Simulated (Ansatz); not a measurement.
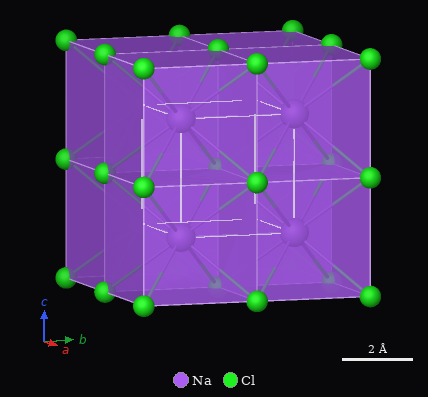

We look at a polyhedral model of the crystal slightly off an axis. The conventional unit cell is drawn as a box. A few atoms beyond the faces are included.

NaCl, caesium chloride (CsCl, B2) type, space group Pm-3m (No. 221), a = 3.460 Å, b = 3.460 Å, c = 3.460 Å, α = 90.00°, β = 90.00°, γ = 90.00°. Provenance: a structure type filled with these elements by a generator (whether the compound takes this form wasn't checked). Earlier steps of the study may have refined or changed the cell and positions. It was run through Ansatz as a DFT input.

This one geometry was computed with Ansatz (DFT, plane waves, PAW) at six levels of theory: dielectric-dependent PBE0 (fraction 1/eps_inf of PBE), Hartree-Fock, r2SCAN, LDA, PBE0 and PBE. It was relaxed beforehand with r2SCAN.

**Which level gives the highest pressure at this volume, and what does that say about its equilibrium volume?**

Highest: Hartree-Fock (2.9 GPa), which points to the largest equilibrium volume. Lowest, with the smallest volume: LDA (-2.3 GPa). Levels within 0.5 GPa of each other can't be told apart.

**How does the band gap change with the level of theory?**

LDA: a gap of 3.72 eV, indirect; PBE: a gap of 4.10 eV, indirect; r2SCAN: a gap of 4.92 eV, indirect; PBE0: a gap of 6.15 eV, indirect; dielectric-dependent PBE0 (fraction 1/eps_inf of PBE): a gap of 7.12 eV, indirect; Hartree-Fock: a gap of 12.65 eV, indirect.

**Collect the results in a table.**

| level | cutoff (eV) | k-mesh of the run's cell | gap (eV) | pressure (GPa) |
| --- | --- | --- | --- | --- |
| dielectric-dependent PBE0 (fraction 1/eps_inf of PBE) | 420 | 6×6×6 | 7.12 | 0.2 |
| Hartree-Fock | 420 | 6×6×6 | 12.65 | 2.9 |
| r2SCAN | 500 | 8×8×8 | 4.92 | 0.0 |
| LDA | 420 | 8×8×8 | 3.72 | -2.3 |
| PBE0 | 420 | 6×6×6 | 6.15 | 0.5 |
| PBE | 420 | 8×8×8 | 4.10 | 1.2 |

Gaps are taken on the k-mesh or band path of each run.
